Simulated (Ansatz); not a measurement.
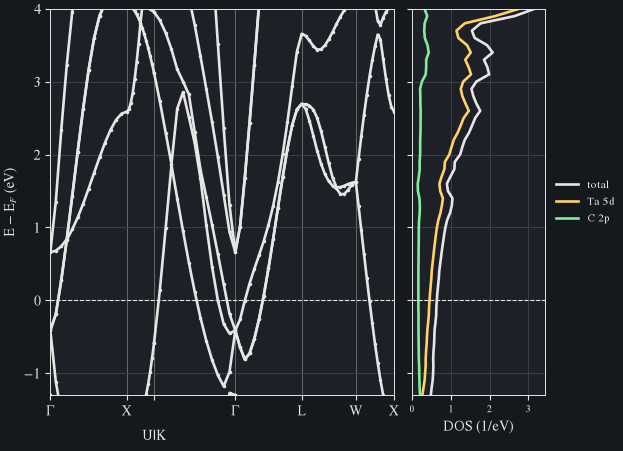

Band structure and density of states. Energies are counted from the Fermi level. The partial curves are projected on Löwdin-orthogonalised atomic shells.

Input of the run:

```
crystal:
  lattice:
    - [0.0, 2.2376006039, 2.2376006039]
    - [2.2376006039, 0.0, 2.2376006039]
    - [2.2376006039, 2.2376006039, 0.0]
  atoms:
    - { symbol: Ta, position: [0.0, 0.0, 0.0] }
    - { symbol: C, position: [0.5, 0.5, 0.5] }
basis:
  ecutwfc: 420
kpoints:
  mp_grid: { grid: [16, 16, 16] }
  band_path:
    path:
      - [[0.0, 0.0, 0.0], [0.5, 0.0, 0.5], [0.625, 0.25, 0.625]]
      - [[0.375, 0.375, 0.75], [0.0, 0.0, 0.0], [0.5, 0.5, 0.5], [0.5, 0.25, 0.75], [0.5, 0.0, 0.5]]
    npoints: 14
hamiltonian:
  xc: pbesol
scf:
  occupations: { method: gaussian, width: 0.1 }
  n_extra_bands: 6
output:
  forces: true
  stress: true
  eigenvalues: true
  populations: true
  dos: { projected: true, de: 0.02, nscf_kmesh: { grid: [24, 24, 24] } }
  bader: true
  write_density: true
  write_potential: true
  elf: true
  volumetric_format: npy
```

Command:
```bash
ansatz run input.yaml --threads 1 --pin off --max-ram 2560MiB --backend cpu --events-out ev --progress --plain --runs-dir out
```

Metal, semiconductor or insulator?

A metal: 3 bands cross the Fermi level along this path.

What is the density of states at the Fermi level?

The density of states at the Fermi level is about 0.64 per eV and cell (mean within 0.25 eV), or 0.32 per atom.

The cell is at −8 GPa in this functional. Spin-orbit coupling is left out, which matters for Ta.
